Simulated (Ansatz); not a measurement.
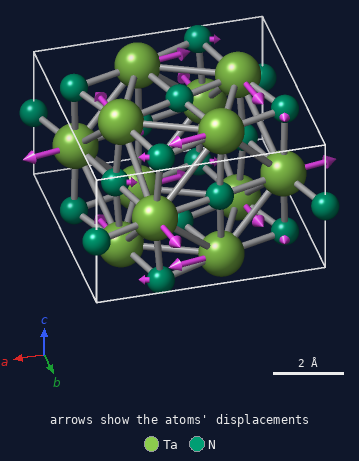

One vibrational mode of a crystal of Ta4N5 at the zone centre. The pink arrows give the relative displacements of the atoms. Style: ball-and-stick. Shown: the conventional cell (2 times the calculation's cell), from a free direction. Lengths and directions refer to the drawn axes.

Level of theory: Ansatz, DFT LDA, scalar-relativistic, plane waves, PAW. Set-up: plane-wave cutoff 420 eV; k-point mesh 10 × 10 × 10; occupations fermi dirac; smearing width 0.15 eV; no spin polarisation.

The frequencies depend somewhat on the k-mesh and the smearing.

**Describe the mode and give its frequency.**

This is the A_g mode at 22.1 meV, optical level 6 of 17, counted from below, Raman-active by symmetry. The N (2b) atoms stay at rest; atoms of one kind move against one another, with no net shift of any sublattice; the kinetic energy is shared as Ta 99 %, N 1 %.
